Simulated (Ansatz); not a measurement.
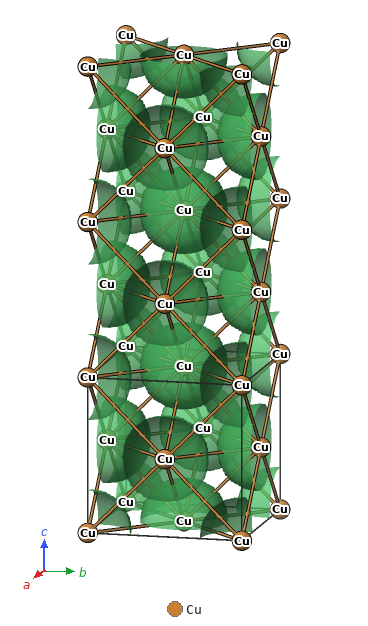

Cu. Isosurface of the valence charge density (pseudo) at 0.4 e/Å³ (green), seen slightly off an axis. Sticks mark near contacts.

Space group Fm-3m; computed without spin polarisation.

The calculation used Ansatz, DFT r2SCAN, scalar-relativistic, plane waves, PAW.

In a PAW calculation such maps are meaningful between the atoms, not at the nuclei.

Which contacts does the surface bridge?

Answer. At this value the density breaks into separate islands; it holds about 90 % of the electrons treated as valence (semicore included). It bridges none of the near contacts. It is pinched off along the shortest Cu–Cu (2.53 Å) contacts. On the grid the lowest density along these lines, outside the cores, is 0.28 e/Å³ (Cu–Cu, 2.53 Å).

Does the calculation make it a metal, or give it a gap?

Answer. It is metallic or semimetallic at this level of theory: no gap opens.
